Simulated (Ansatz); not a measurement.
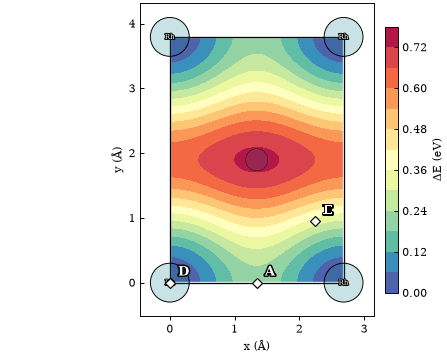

H on a Rh(110) slab cut from the Fm-3m phase, its upper half relaxed before the scan (8 atoms of substrate and one adsorbate in a 2 × 1 cell). H is moved over the surface cell at a fixed height above a rigid substrate; the origin of the map has the adsorbate above Rh7; the height is held at 2.50 Å. Places are given modulo a cell vector. The map is drawn in real space over the plane of the surface. Grid: 6 × 8 points; 20 points were computed and 28 follow by symmetry. Places are given in fractions of the 1 × 1 surface cell. Energies are in eV, from the lowest grid point. The runs have no spin polarisation, so an open-shell adsorbate far from the surface lies too high. At a fixed height the lowest place need not be the adsorption site. All numbers below come from Ansatz 0.2.0, DFT PBE+D3(BJ), scalar-relativistic, plane waves, PAW. Settings: cutoff 420 eV, k-mesh 5×7×1, gaussian smearing 0.1 eV, no spin polarisation.

In the figure: filled contours, labelled circles for the atoms of the top layer and small ones for the second layer, the outline of one cell of the plane, lettered points. Between grid points the surface is interpolated.

Question: Is E the lowest point of the computed grid?

Answer: No. E lies 0.33 eV above the lowest grid point, which is at the top site over a surface Rh atom, (0/6, 0/8) of the cell vectors.

Question: What kind of point is each of A, D, E: minimum, saddle, maximum or slope?

Answer: A: saddle point; D: minimum; E: on a slope. (In these two coordinates alone; a stationary point may lie a little off the grid point.)

Question: Rank the lettered points by energy, lowest first.

Answer: D (0.00 eV), A (0.22 eV), E (0.33 eV).

PAW datasets: the set soft_1.
